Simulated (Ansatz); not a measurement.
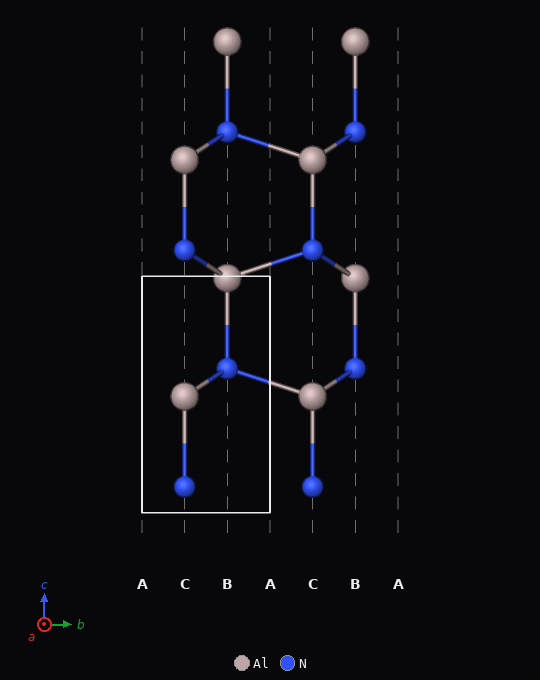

Projection along an edge of the hexagonal mesh, stacking direction c upwards. The dashed lines mark the three columns A (0, 0), B (1/3, 2/3) and C (2/3, 1/3). The sequence starts with the first layer at or above the cell's origin.

AlN (space group P6_3mc, No. 186): the geometry relaxed with DFT, PBEsol, plane waves, PAW (Ansatz 0.2.0).

List the layers of one repeat.

N(C) – Al(C) – N(B) – Al(B) (four layers in 4.98 Å).

How are the N layers alone stacked?

N layers alone: CB, the hexagonal close-packed type.

Which positions between or in the N layers do the other atoms fill?

Al: two tetrahedral sites in each hexagonal cell.

What short polytype symbol fits?

Polytype symbol 2H, the symbol of a tetrahedral polytype (number of double layers in the repeat and lattice).
